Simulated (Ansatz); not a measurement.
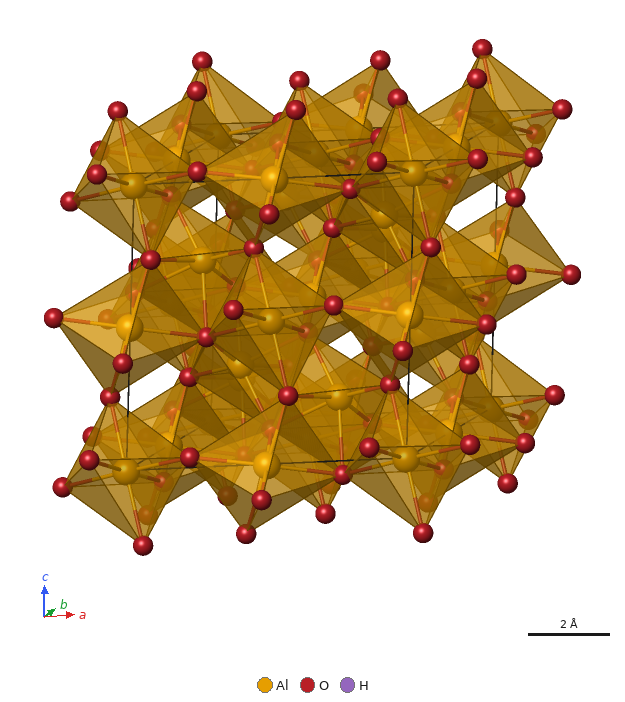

**Figure 1.** The input geometry (polyhedral view of the cell of the calculation, seen slightly off an axis; polyhedra are completed across the faces of the cell). An atom can appear more than once, as a periodic image.

Run report: Al₁₆HO₂₄, single-point calculation (part 1 of 2)

The run: single-point calculation of Al₁₆HO₂₄ (defect cell, 41 atoms in the cell). Method and program: DFT PBE, scalar-relativistic, plane waves, PAW, spin-polarised (Ansatz 0.2.0).

The structure derives from a Materials Project entry.

### Input
```yaml
crystal:
  lattice:
    - [-4.7976, -2.769896, 4.462709]
    - [4.7976, -2.769896, 4.462709]
    - [0.0, 5.539791, 4.462709]
  atoms:
    - { symbol: Al, position: [-0.0009070884, -0.0002392203, -0.0036099294] }
    - { symbol: Al, position: [0.499967311, 0.4982722354, -0.003069852] }
    - { symbol: Al, position: [0.502564255, 0.0022826086, 0.5004439543] }
    - { symbol: Al, position: [-0.0014910434, 0.4987954967, 0.4978216952] }
    - { symbol: Al, position: [0.5007244362, 0.4975701042, 0.4991197505] }
    - { symbol: Al, position: [-0.002203782, 0.0009851067, 0.4986221524] }
    - { symbol: Al, position: [0.0007856473, 0.50050311, -0.0014098604] }
    - { symbol: Al, position: [0.5012589714, 0.0005178789, -0.0043631962] }
    - { symbol: Al, position: [0.6939771448, 0.6937831998, 0.6927679834] }
    - { symbol: Al, position: [0.1940358343, 0.1946460313, 0.6918381564] }
    - { symbol: Al, position: [0.1961590739, 0.6958843677, 0.1940393348], spin: 0.2 }
    - { symbol: Al, position: [0.6949039253, 0.1937336415, 0.1919007453] }
    - { symbol: Al, position: [0.3063063698, 0.3066263069, 0.3027973802] }
    - { symbol: Al, position: [0.806910045, 0.8046383293, 0.3041324336] }
    - { symbol: Al, position: [0.8070473395, 0.3068304984, 0.8049218821] }
    - { symbol: Al, position: [0.3048837927, 0.8060156599, 0.8047769257] }
    - { symbol: O, position: [0.4172849933, 0.550740517, 0.2487361582], spin: 0.2 }
    - { symbol: O, position: [0.9168911137, 0.0596658331, 0.2496990969] }
    - { symbol: O, position: [0.9149938752, 0.5590880476, 0.7503648419] }
    - { symbol: O, position: [0.416174791, 0.0607070143, 0.749030318] }
    - { symbol: O, position: [0.4425700317, 0.7470078326, 0.5860199981] }
    - { symbol: O, position: [0.9395930214, 0.2484013971, 0.5827018612] }
    - { symbol: O, position: [0.9411169558, 0.7481596157, 0.0821481662] }
    - { symbol: O, position: [0.44099226, 0.2455896754, 0.0821418277] }
    - { symbol: O, position: [0.74580263, 0.5840163499, 0.4388376318] }
    - { symbol: O, position: [0.2472561185, 0.08788202, 0.4404351098] }
    - { symbol: O, position: [0.2484156359, 0.5840131416, 0.9389387638] }
    - { symbol: O, position: [0.7486741824, 0.0846041106, 0.9374541266] }
    - { symbol: O, position: [0.2518431226, 0.4166285723, 0.5577747849] }
    - { symbol: O, position: [0.7511770704, 0.9159084849, 0.5587734381] }
    - { symbol: O, position: [0.7525392114, 0.4147398633, 0.0571792651] }
    - { symbol: O, position: [0.2508678382, 0.9169833187, 0.0488565698], spin: 0.2 }
    - { symbol: O, position: [0.5609434423, 0.2508933886, 0.4140436582] }
    - { symbol: O, position: [0.050998178, 0.7506048179, 0.4151311136] }
    - { symbol: O, position: [0.0593426837, 0.2522827144, 0.9128438168] }
    - { symbol: O, position: [0.5599036979, 0.751616469, 0.914738508] }
    - { symbol: O, position: [0.5848275395, 0.4393591604, 0.7465318449] }
    - { symbol: O, position: [0.0842879204, 0.9407658625, 0.7436852672] }
    - { symbol: O, position: [0.0843058807, 0.4408346172, 0.2462769624] }
    - { symbol: O, position: [0.5881712663, 0.9423448999, 0.2451056193], spin: 0.2 }
    - { symbol: H, position: [0.3338748444, 0.8335680244, 0.3315693772], spin: 0.53 }
magnetization:
  spin_polarized: true
basis:
  ecutwfc: 420
  fft_grid_basis: typed
kpoints:
  mp_grid: { grid: [3, 3, 3] }
hamiltonian:
  xc: pbe
  pseudopotentials: { kind: paw }
scf:
  occupations: { method: gaussian, width: 0.05 }
output:
  forces: true
  stress: false
  eigenvalues: true
  bader: true
  write_density: true
  volumetric_format: npy
  populations: true
```

Launch command:
```bash
ansatz run input.yaml --threads 4 --pin off --max-ram 10240MiB --backend cpu --events-out ev --progress --plain --runs-dir out
```

### What the program printed
```
Engine: ansatz 0.2.0, aarch64-unknown-linux-gnu
Pseudopotentials: kind: paw
Pseudopotential: Al, paw, valence charge 3, recommended cutoff 420 eV (normal), Al.paw.azcp
Pseudopotential: O, paw, valence charge 6, recommended cutoff 420 eV (normal), O.paw.azcp
Pseudopotential: H, paw, valence charge 1, recommended cutoff 420 eV (normal), H.paw.azcp
Functional definition: PBE
  parameter kappa = 0.804
  parameter beta = 0.06672455060314922
  exchange = pbe_x(kappa = kappa, mu = beta*pi^2/3)
  correlation = pbe_c(beta = beta)
Crystal: 41 atoms, lattice volume = 355.826 Å³
Basis set: ecut = 420 eV, 6945 PW (Γ), exchange–correlation on 96×96×96 points (8 copies of the dense FFT grid, shifted against one another)
Bands: 139, of which v1, the nominal top of the filled ones, is band 97 counted from 1 (96 counted from 0)
Symmetry: 1 space group operations
Space group: P1 (ITA 1), of the structure as read, at distance tolerance 7.1e-5 Å
Magnetic group: BNS 1.1 (UNI 1), of the structure as read, at distance tolerance 7.1e-5 Å
k-points: 14 of 27 (time reversal used)
Non-local potential: Al, projectors of the file, l = 0: 2, l = 1: 2, l = 2: 1
Non-local potential: O, projectors of the file, l = 0: 2, l = 1: 2, l = 2: 1
Non-local potential: H, projectors of the file, l = 0: 2, l = 1: 1
PAW form: soft (Blöchl's): semilocal exchange-correlation on the pseudo side does not see the compensation charge
PAW one-centre angular grid: Al, 110 points (default); XC on 64 Gauss nodes
PAW one-centre angular grid: O, 110 points (default); XC on 64 Gauss nodes
PAW one-centre angular grid: H, 110 points (default); XC on 64 Gauss nodes
Initial density: superposition of atomic densities (chi_scale 0.1, normalization cell, long waves kept (reshape's long-wave potential 0.06 eV rms))
Starting moments: Σ|m| = 1.33 μB on 5 of 41 sites
Initial wavefunctions: pseudopotential atomic-orbital guess
Functional: x = pbe(κ = 0.804, μ = 0.2195149727645171), c = pbe(β = 0.06672455060314922)
SCF iter   1: F=—  HF=-22303.636571 eV  |F-HF|=—  |Δ(HF+E_count)|=         —  Δρ=6.31e-2 (↑6.22e-2 ↓6.31e-2)  dr2=5.38e1  dr2_m=1.53e-1  M=1.000 μB ∫|m|=1.059 μB  β_m=0.30  ethr=3.10e-3  ⟨swp⟩=7.1  Hψ=18598  notcnv=0  defer=304
preconditioner: auto → Resta (q_TF=auto, 2.464 Å⁻¹)  ε∞=3.2  [insulator: Δε(μ)=1.396 eV  Ē_g=18.316 eV  σ=0.050 eV  W_gap=1.00  n_scr=86 (ndim 8)  ℏωp=27.3 eV  f_vac=0.000  D(μ)=0.00/eV (n_scr^D=0)  ε∞_Penn≈3.2]
spin=Collinear: Resta preconditioning applied to the charge; magnetization (m = ρ↑ − ρ↓) channel mixes plain (no charge-response kernel on spin).
SCF iter   2: F=—  HF=-22291.565033 eV  |F-HF|=—  |Δ(HF+E_count)|=    1.21e1  Δρ=3.00e-2 (↑2.99e-2 ↓3.00e-2)  dr2=1.33e1  dr2_m=7.86e-2  M=1.000 μB ∫|m|=1.053 μB  β_m=0.30  ethr=3.10e-3  ⟨swp⟩=2.1  Hψ=7163  notcnv=0  defer=1046
SCF iter   3: F=—  HF=-22288.389982 eV  |F-HF|=—  |Δ(HF+E_count)|=    3.18e0  Δρ=1.67e-2 (↑1.67e-2 ↓1.62e-2)  dr2=1.87e0  dr2_m=3.90e-2  M=1.000 μB ∫|m|=1.054 μB  β_m=0.30  ethr=3.10e-3  ⟨swp⟩=2.6  Hψ=6088  notcnv=0  defer=1046
SCF iter   4: F=—  HF=-22288.189295 eV  |F-HF|=—  |Δ(HF+E_count)|=   2.01e-1  Δρ=3.17e-3 (↑3.17e-3 ↓3.09e-3)  dr2=3.43e-2  dr2_m=2.02e-2  M=1.000 μB ∫|m|=1.051 μB  β_m=0.30  ethr=9.71e-4  ⟨swp⟩=2.8  Hψ=5911  notcnv=0  defer=1046
SCF iter   5: F=—  HF=-22288.218515 eV  |F-HF|=—  |Δ(HF+E_count)|=   2.92e-2  Δρ=2.29e-3 (↑2.24e-3 ↓2.29e-3)  dr2=1.42e-2  dr2_m=1.14e-2  M=1.000 μB ∫|m|=1.049 μB  β_m=0.30  ethr=1.78e-5  ⟨swp⟩=2.5  Hψ=5222  notcnv=0  defer=1046
SCF iter   6: F=—  HF=-22288.237752 eV  |F-HF|=—  |Δ(HF+E_count)|=   1.92e-2  Δρ=1.50e-3 (↑1.44e-3 ↓1.50e-3)  dr2=1.02e-3  dr2_m=6.80e-3  M=1.000 μB ∫|m|=1.049 μB  β_m=0.30  ethr=7.38e-6  ⟨swp⟩=2.0  Hψ=5020  notcnv=0  defer=1046
SCF iter   7: F=—  HF=-22288.243133 eV  |F-HF|=—  |Δ(HF+E_count)|=   5.38e-3  Δρ=1.14e-3 (↑1.07e-3 ↓1.14e-3)  dr2=4.30e-4  dr2_m=3.91e-3  M=1.000 μB ∫|m|=1.050 μB  β_m=0.30  ethr=5.30e-7  ⟨swp⟩=2.0  Hψ=4885  notcnv=0  defer=1046
Mixer restart at iter 7: flushing history
spin-set hold released at iteration 7 (site moments contracting): the magnetisation degrees of freedom join the quasi-Newton model from the next iteration; the mixer history was flushed
SCF iter   8: F=—  HF=-22288.246179 eV  |F-HF|=—  |Δ(HF+E_count)|=   3.05e-3  Δρ=8.77e-4 (↑8.09e-4 ↓8.77e-4)  dr2=3.20e-4  dr2_m=2.26e-3  M=1.000 μB ∫|m|=1.050 μB  β_m=0.65  ethr=2.23e-7  ⟨swp⟩=2.0  Hψ=4881  notcnv=0  defer=1046
SCF iter   9: F=—  HF=-22288.250886 eV  |F-HF|=—  |Δ(HF+E_count)|=   4.71e-3  Δρ=7.27e-5 (↑6.01e-5 ↓7.27e-5)  dr2=6.28e-5  dr2_m=6.27e-6  M=1.000 μB ∫|m|=1.053 μB  β_m=0.82  ethr=1.66e-7  ⟨swp⟩=3.0  Hψ=7569  notcnv=0  defer=1046
SCF iter  10: F=—  HF=-22288.251467 eV  |F-HF|=—  |Δ(HF+E_count)|=   5.81e-4  Δρ=1.98e-5 (↑1.98e-5 ↓1.61e-5)  dr2=2.29e-6  dr2_m=8.18e-8  M=1.000 μB ∫|m|=1.053 μB  β_m=0.85  ethr=3.25e-8  ⟨swp⟩=2.5  Hψ=5962  notcnv=0  defer=1046
SCF iter  11: F=—  HF=-22288.251468 eV  |F-HF|=—  |Δ(HF+E_count)|=   1.15e-6  Δρ=1.09e-5 (↑1.09e-5 ↓1.06e-5)  dr2=1.14e-6  dr2_m=6.84e-9  M=1.000 μB ∫|m|=1.053 μB  β_m=0.75  ethr=1.19e-9  ⟨swp⟩=2.0  Hψ=5545  notcnv=0  defer=1046
SCF iter  12: F=—  HF=-22288.251468 eV  |F-HF|=—  |Δ(HF+E_count)|=   1.43e-7  Δρ=3.70e-6 (↑3.56e-6 ↓3.70e-6)  dr2=1.09e-7  dr2_m=1.64e-9  M=1.000 μB ∫|m|=1.053 μB  β_m=0.81  ethr=5.93e-10  ⟨swp⟩=2.4  Hψ=5482  notcnv=0  defer=1046
iter 13 met the thresholds in force, and the SCF goes on: an eigenvalue changes by 0.07 meV, over its tolerance of 0.05 meV (output.eigenvalues, Limitations)
SCF iter  13: F=-22288.251468 eV  HF=-22288.251468 eV  |F-HF|=3.93e-9  |Δ(HF+E_count)|=   5.76e-8  Δρ=8.54e-7 (↑7.09e-7 ↓8.54e-7)  dr2=6.12e-9  dr2_m=1.58e-10  M=1.000 μB ∫|m|=1.053 μB  β_m=0.88  ethr=5.18e-11  ⟨swp⟩=19.8  Hψ=24397  notcnv=0
SCF iter  14: F=-22288.251468 eV  HF=-22288.251468 eV  |F-HF|=7.60e-10  |Δ(HF+E_count)|=   6.41e-9  Δρ=4.02e-7 (↑3.93e-7 ↓4.02e-7)  dr2=1.61e-9  dr2_m=1.77e-11  M=1.000 μB ∫|m|=1.053 μB  ethr=3.17e-12  ⟨swp⟩=1.0  Hψ=9504  notcnv=0
SCF 1 converged in 14 iterations: F = -22288.251468 eV  dr2 = 1.61e-9
  greatest PAW one-centre occupation: 0.864 electrons in one spin orbital (limit 2), on the O atom at site 31 (counted from 0), in its partial waves of l = 0
```

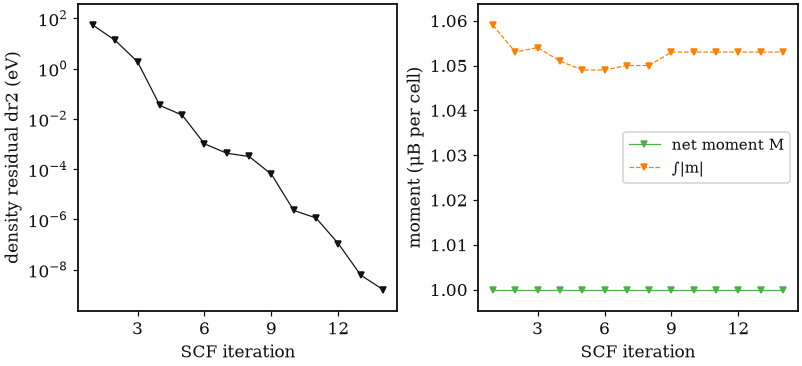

**Figure 2.** Convergence of the self-consistent field: density residual dr2 and magnetic moment against the SCF iteration. The residual falls at every step. The net moment stays at 1.0 μB per cell.

```
SCF converged after 14 iterations
an eigenvalue changed by more than its tolerance at an iteration that met the thresholds in force, so the SCF went on 1 time: the last check found none over its tolerance
Magnetization: 1.0000 μB (97.0000 up, 96.0000 down)
Absolute magnetization: 1.0540 μB (∫|ρ↑−ρ↓|, with the PAW one-centre terms)
Spin contamination: 0.0020 ħ² per cell (⟨S²⟩ above its minimum at these occupations)
Per-site moments (μB) at R_I (Å): [(0.0003137655044023689, 0.7809731527561309), (0.0003126546712802323, 0.7810018610203352), (-0.0006213360849225047, 0.7791474872009567), (0.00031267607408782324, 0.7810316690617243), (-6.428561791550128e-5, 0.7840271471905881), (-6.326997650286893e-5, 0.7840166975311498), (1.2927575049332323e-5, 0.7874956804737023), (-6.41869990195604e-5, 0.7840712034273443), (0.0005714241338915153, 0.7528842356512663), (0.000572786337796316, 0.7528844102337071), (0.0070816239622257795, 0.7601485264629475), (0.0005738543016412754, 0.7529202615808359), (0.0007469766566201989, 0.752184020745094), (0.0007458732587205063, 0.7522415697849731), (9.47262832462448e-5, 0.7537524888337948), (0.0007480863675111667, 0.7522449009275438), (0.04775451513920646, 0.7646812688188416), (0.002845518265372137, 0.7546316824117644), (0.0004237374076466123, 0.7528842356512663), (0.0013399641759639337, 0.7543917049068833), (0.036338411177397695, 0.7522449009275438), (0.0008411205390980844, 0.7538035404713996), (-0.00020750587490017629, 0.7538170829711198), (0.002319187592336884, 0.7546262136988326), (0.002313613242298991, 0.7546239362625297), (0.036365300540558566, 0.752184020745094), (-0.0002073018734028989, 0.7537980303115949), (0.0008414677292157029, 0.7537602955103961), (0.0028385428253326853, 0.7546214924827883), (0.0013375317438397748, 0.7544328343436034), (0.0004236815227182938, 0.7529202615808359), (0.04777410845741452, 0.7646775926809379), (0.0013409619645808474, 0.7544039468081775), (0.04764715345287706, 0.764638852934799), (0.0004238346669234325, 0.7528844102337071), (0.0028371308690667454, 0.7546239710733792), (0.0008393669487219581, 0.7537524888337948), (0.002322060838626569, 0.754603916314213), (-0.00020711987219895783, 0.7538893622932933), (0.036445603080539235, 0.7522415697849731), (0.5338175314926125, 0.7601485264629475)]
Free energy (F): -22288.251468 eV
Harris-Foulkes:  -22288.251468 eV  (|F-HF|=7.60e-10)
Internal energy: -22288.251468 eV  (E = F + TS)
E sigma→0 (E₀):  -22288.251468 eV
Fermi energy:    10.324406 eV
--- Per-component energies (eV) ---
  E_band       = 152.593917
  E_kinetic    = 4753.759055
  E_local      = -8480.487990  (includes V_loc(G=0)·N_el)
  E_nonlocal   = 1300.199519
  E_hartree    = 3158.136545
  E_xc         = -2465.517260
  E_vxc        = -2802.548004  (∫ρ·V_xc dr)
  E_paw        = -11288.089326  (= ΣΔE_a)
  E_vpaw       = -934.660356  (= ΣTr[D̂ρ^β])
  E_aug_tail   = 0.059669  (compensation charges beyond the density's cutoff)
  E_ewald      = -9266.311680
  E_smearing   = -0.000000  (= −TS)
  E_closure    = -0.000000  (closes the sum)
  Σ components = -22288.251468   (vs F -22288.251468, Δ=0.00e0)
--- Forces (eV/Å), atoms counted from 1 ---
  atom   1  Al     0.00723532     0.00168733    -0.00419224
  atom   2  Al    -0.00611083    -0.00589139    -0.00060065
  atom   3  Al     0.00189050    -0.00351576    -0.01353167
  atom   4  Al    -0.00182820     0.00701517    -0.00172801
  atom   5  Al    -0.00328796     0.00083899     0.00081488
  atom   6  Al     0.00130128    -0.00261816     0.00090356
  atom   7  Al     0.00151369     0.00255813     0.00123022
  atom   8  Al    -0.00125472     0.00088750     0.00229165
  atom   9  Al    -0.00212210    -0.00018858     0.00226062
  atom  10  Al     0.00174125     0.00102999     0.00192101
  atom  11  Al     0.00098593    -0.00062907    -0.00222952
  atom  12  Al    -0.00030472    -0.00218083     0.00234660
  atom  13  Al     0.00074266    -0.00218676    -0.00486215
  atom  14  Al     0.00171885     0.00004210    -0.00370393
  atom  15  Al    -0.00211153     0.00004967     0.00542143
  atom  16  Al     0.00034769    -0.00243497    -0.00213429
  atom  17  O      0.01128493    -0.00387891     0.00075760
  atom  18  O      0.00254434     0.00510985    -0.00345886
  atom  19  O      0.00046738     0.00091799    -0.00054774
  atom  20  O      0.00113153     0.00162446    -0.00076495
  atom  21  O      0.00876633    -0.00664195    -0.00509584
  atom  22  O     -0.00284789    -0.00317143     0.00254721
  atom  23  O      0.00303914     0.00005582    -0.00120455
  atom  24  O      0.00675505    -0.00466288     0.00243000
  atom  25  O     -0.00936417    -0.00455035     0.00537488
  atom  26  O     -0.01035972    -0.00286511    -0.00442887
  atom  27  O     -0.00095539    -0.00309945     0.00107151
  atom  28  O     -0.00100648     0.00497107     0.00090569
  atom  29  O     -0.00571251     0.00041804    -0.00483129
  atom  30  O     -0.00208248     0.00407248     0.00017902
  atom  31  O      0.00081199     0.00084167    -0.00035991
  atom  32  O     -0.00071883     0.00833058     0.00387622
  atom  33  O      0.00296590    -0.00236397     0.00098321
  atom  34  O     -0.00853365    -0.00659760     0.00222283
  atom  35  O     -0.00069289    -0.00084420     0.00007186
  atom  36  O      0.00043680    -0.00440715    -0.00554899
  atom  37  O      0.00457622    -0.00279825     0.00161613
  atom  38  O     -0.00045819     0.01103791     0.00244566
  atom  39  O     -0.00240774     0.00160048    -0.00045943
  atom  40  O      0.00158121     0.01173940    -0.00684802
  atom  41  H      0.00032662     0.00072304     0.02488717
  max |Σ_I F_I| component: 2.80e-5 eV/Å
```
